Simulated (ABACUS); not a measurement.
# Band-structure run of CuI (part 1 of 2)

System: CuI (2 atoms in the cell).
Method: Kohn-Sham DFT of a periodic cell, PBE, GBRV ultrasoft 1.5 PBE, no spin polarisation (ABACUS 3.10.1).

The structure derives from an entry of the Crystallography Open Database. It belongs to a series of runs on one base structure; here: bands on the converged density.

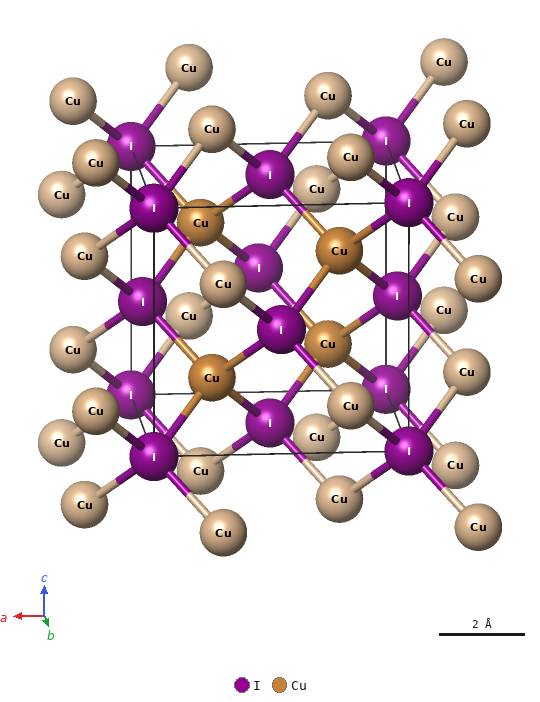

Figure 1. The structure as given in the input (ball-and-stick view of the cell 4 times as large as that of the calculation, set on its symmetry axes, seen at an oblique angle; neighbours outside the cell are drawn fainter).

## Input
```
INPUT_PARAMETERS
suffix              CuI
calculation         nscf
basis_type          pw
pseudo_dir          ./
symmetry            -1
dft_functional      pbe
ecutwfc             40.0
pseudo_rcut         10
nspin               1
nbands              23
ks_solver           dav
smearing_method     fd
smearing_sigma      0.00367493
scf_thr             1e-08
scf_nmax            100
mixing_type         broyden
mixing_beta         0.7
ecutrho             320.0
init_chg            file
pw_diag_thr         1e-07
out_band            1
kpar                4
```

## File STRU
```
ATOMIC_SPECIES
I 126.9045 i_pbe_v1.uspp.F.UPF
Cu 63.5460 cu_pbe_v1.2.uspp.F.UPF

LATTICE_CONSTANT
1.8897261246

LATTICE_VECTORS
0.0000000000 3.0315000000 3.0315000000
3.0315000000 0.0000000000 3.0315000000
3.0315000000 3.0315000000 0.0000000000

ATOMIC_POSITIONS
Direct

I
0.0
1
0.0000000000 0.0000000000 0.0000000000 1 1 1

Cu
0.0
1
0.7500000000 0.7500000000 0.7500000000 1 1 1
```

## File KPT
```
K_POINTS
12
Line
0.00000000 0.00000000 0.00000000 10 // G
0.50000000 0.00000000 0.50000000 10 // X
0.50000000 0.25000000 0.75000000 10 // W
0.37500000 0.37500000 0.75000000 10 // K
0.00000000 0.00000000 0.00000000 10 // G
0.50000000 0.50000000 0.50000000 10 // L
0.62500000 0.25000000 0.62500000 10 // U
0.50000000 0.25000000 0.75000000 10 // W
0.50000000 0.50000000 0.50000000 10 // L
0.37500000 0.37500000 0.75000000 1 // K
0.62500000 0.25000000 0.62500000 10 // U
0.50000000 0.00000000 0.50000000 1 // X
```

Hardware: 4 threads of Intel Xeon (Sapphire Rapids), 16 GiB of memory available, shared host.

Launch command:
```bash
OMP_NUM_THREADS=1 mpirun -np 4 abacus > log
```

## Log
```
ABACUS v3.10.1

               Atomic-orbital Based Ab-initio Computation at UStc

 ------------------------------------------------------------------------------------

 READING GENERAL INFORMATION
                           global_out_dir = OUT.CuI/
                           global_in_card = INPUT
                               pseudo_dir = ./
                              orbital_dir =
                                    DSIZE = 4
                                    GSIZE = 1

 READING UNITCELL INFORMATION
                                    ntype = 2
                  lattice constant (Bohr) = 1.88973
              lattice constant (Angstrom) = 1

 READING ATOM TYPE 1
                               atom label = I
                      L=0, number of zeta = 1
                      L=1, number of zeta = 1
                      L=2, number of zeta = 1
             number of atom for this type = 1

 READING ATOM TYPE 2
                               atom label = Cu
                      L=0, number of zeta = 1
                      L=1, number of zeta = 1
                      L=2, number of zeta = 1
             number of atom for this type = 1

                        TOTAL ATOM NUMBER = 2
DIRECT COORDINATES
    atom                   x                   y                   z     mag                  vx                  vy                  vz
taud_I1            0.0000000000        0.0000000000        0.0000000000  0.0000        0.0000000000        0.0000000000        0.0000000000
taud_Cu1            0.7500000000        0.7500000000        0.7500000000  0.0000        0.0000000000        0.0000000000        0.0000000000

                          Volume (Bohr^3) = 376.01
                             Volume (A^3) = 55.7189

 Lattice vectors: (Cartesian coordinate: in unit of a_0)
                   +0             +3.0315             +3.0315
              +3.0315                  +0             +3.0315
              +3.0315             +3.0315                  +0
 Reciprocal vectors: (Cartesian coordinate: in unit of 2 pi/a_0)
            -0.164935           +0.164935           +0.164935
            +0.164935           -0.164935           +0.164935
            +0.164935           +0.164935           -0.164935
 The esolver type has been set to : ksdft_pw

                PAO radial cut off (Bohr) = 10

 Read in pseudopotential file is i_pbe_v1.uspp.F.UPF
                     pseudopotential type = US
          exchange-correlation functional = PBE
                 nonlocal core correction = 1
                        valence electrons = 7
                                     lmax = 2
                           number of zeta = 2
                     number of projectors = 6
                           L of projector = 0
                           L of projector = 0
                           L of projector = 1
                           L of projector = 1
                           L of projector = 2
                           L of projector = 2
                PAO radial cut off (Bohr) = 10

 Read in pseudopotential file is cu_pbe_v1.2.uspp.F.UPF
                     pseudopotential type = US
          exchange-correlation functional = PBE
                 nonlocal core correction = 1
                        valence electrons = 19
                                     lmax = 2
                           number of zeta = 5
                     number of projectors = 6
                           L of projector = 0
                           L of projector = 0
                           L of projector = 1
                           L of projector = 1
                           L of projector = 2
                           L of projector = 2
     initial pseudo atomic orbital number = 17

 SETUP THE ELECTRONS NUMBER
             electron number of element I = 7
       total electron number of element I = 7
            electron number of element Cu = 19
      total electron number of element Cu = 19
            AUTOSET number of electrons:  = 26
                           occupied bands = 13
                                   NBANDS = 23
                                   NLOCAL = 18

%%%%%%%%%%%%%%%%%%%%%%%%%%%%%%%%%%%%%%%%%%%%%%%%%%%%%%%%%%%%%%%%%%%%%%%%%%%%%%%%%%%%%%%%%%%%%%%%%%%%%%%%%%
 Warning: the number of valence electrons in pseudopotential > 11 for Cu: [Ar] 3d10 4s1
 Pseudopotentials with additional electrons can yield (more) accurate outcomes, but may be less efficient.
 If you're confident that your chosen pseudopotential is appropriate, you can safely ignore this warning.
%%%%%%%%%%%%%%%%%%%%%%%%%%%%%%%%%%%%%%%%%%%%%%%%%%%%%%%%%%%%%%%%%%%%%%%%%%%%%%%%%%%%%%%%%%%%%%%%%%%%%%%%%%

 SETUP THE PLANE WAVE BASIS
 energy cutoff for charge/potential (unit:Ry) = 160
            fft grid for charge/potential = [ 36, 36, 36 ]
                        fft grid division = [ 1, 1, 1 ]
        big fft grid for charge/potential = [ 48, 48, 48 ]
                                     nbxx = 110592
                                     nrxx = 46656

 SETUP PLANE WAVES FOR CHARGE/POTENTIAL
                    number of plane waves = 12939
                         number of sticks = 733

 PARALLEL PW FOR CHARGE/POTENTIAL
     PROC   COLUMNS(POT)             PW
        1            733          12939
 --------------- sum -------------------
        1            733          12939
                            number of |g| = 180
                                  max |g| = 14.4723
                                  min |g| = 0

 energy cutoff for dense charge/potential (unit:Ry) = 320
      fft grid for dense charge/potential = [ 48, 48, 48 ]
                                     nrxx = 110592

 SETUP PLANE WAVES FOR dense CHARGE/POTENTIAL
                    number of plane waves = 36325
                         number of sticks = 1453

 PARALLEL PW FOR dense CHARGE/POTENTIAL
     PROC   COLUMNS(POT)             PW
        1           1453          36325
 --------------- sum -------------------
        1           1453          36325
                            number of |g| = 357
                                  max |g| = 28.9445
                                  min |g| = 0

----------- Double Check Mixing Parameters Begin ------------
mixing_type: broyden
mixing_beta: 0.7
mixing_gg0: 1
mixing_gg0_min: 0.1
mixing_ndim: 8
----------- Double Check Mixing Parameters End ------------

 SETUP K-POINTS
                                    nspin = 1
                                   nkstot = 102
K-POINTS DIRECT COORDINATES
 KPOINTS    DIRECT_X    DIRECT_Y    DIRECT_Z  WEIGHT
       1  0.00000000  0.00000000  0.00000000  1.0000
       2  0.05000000  0.00000000  0.05000000  1.0000
       3  0.10000000  0.00000000  0.10000000  1.0000
       4  0.15000000  0.00000000  0.15000000  1.0000
       5  0.20000000  0.00000000  0.20000000  1.0000
       6  0.25000000  0.00000000  0.25000000  1.0000
       7  0.30000000  0.00000000  0.30000000  1.0000
       8  0.35000000  0.00000000  0.35000000  1.0000
       9  0.40000000  0.00000000  0.40000000  1.0000
      10  0.45000000  0.00000000  0.45000000  1.0000
      11  0.50000000  0.00000000  0.50000000  1.0000
      12  0.50000000  0.02500000  0.52500000  1.0000
      13  0.50000000  0.05000000  0.55000000  1.0000
      14  0.50000000  0.07500000  0.57500000  1.0000
      15  0.50000000  0.10000000  0.60000000  1.0000
      16  0.50000000  0.12500000  0.62500000  1.0000
      17  0.50000000  0.15000000  0.65000000  1.0000
      18  0.50000000  0.17500000  0.67500000  1.0000
      19  0.50000000  0.20000000  0.70000000  1.0000
      20  0.50000000  0.22500000  0.72500000  1.0000
      21  0.50000000  0.25000000  0.75000000  1.0000
      22  0.48750000  0.26250000  0.75000000  1.0000
      23  0.47500000  0.27500000  0.75000000  1.0000
      24  0.46250000  0.28750000  0.75000000  1.0000
      25  0.45000000  0.30000000  0.75000000  1.0000
      26  0.43750000  0.31250000  0.75000000  1.0000
      27  0.42500000  0.32500000  0.75000000  1.0000
      28  0.41250000  0.33750000  0.75000000  1.0000
      29  0.40000000  0.35000000  0.75000000  1.0000
      30  0.38750000  0.36250000  0.75000000  1.0000
[... 72 further k points ...]

           k-point number in this process = 26
       minimum distributed K point number = 25

[... K-POINTS CARTESIAN COORDINATES: 26 rows ...]

[... K-POINTS DIRECT COORDINATES: 26 rows ...]

 SETUP PLANE WAVES FOR WAVE FUNCTIONS
     energy cutoff for wavefunc (unit:Ry) = 40
              fft grid for wave functions = [ 36, 36, 36 ]
                    number of plane waves = 2109
                         number of sticks = 211

 PARALLEL PW FOR WAVE FUNCTIONS
     PROC   COLUMNS(POT)             PW
        1            211           2109
 --------------- sum -------------------
        1            211           2109

 SETUP NONLOCAL PSEUDOPOTENTIALS IN PLANE WAVE BASIS
 I non-local projectors:
 projector 1 L=0
 projector 2 L=0
 projector 3 L=1
 projector 4 L=1
 projector 5 L=2
 projector 6 L=2
 Cu non-local projectors:
 projector 1 L=0
 projector 2 L=0
 projector 3 L=1
 projector 4 L=1
 projector 5 L=2
 projector 6 L=2
      TOTAL NUMBER OF NONLOCAL PROJECTORS = 36

 Init Non-Local PseudoPotential table :
 Init Non-Local-Pseudopotential done.

                                     npwx = 1639

 Make real space PAO into reciprocal space.
       max mesh points in Pseudopotential = 771
     dq(describe PAO in reciprocal space) = 0.01
                                    max q = 763

 number of pseudo atomic orbitals for I is 2
WARNING: norm of atomic wavefunction # 2 of atomic type I is 0.999989, renormalized

 number of pseudo atomic orbitals for Cu is 5
WARNING: norm of atomic wavefunction # 5 of atomic type Cu is 0.999952, renormalized
```
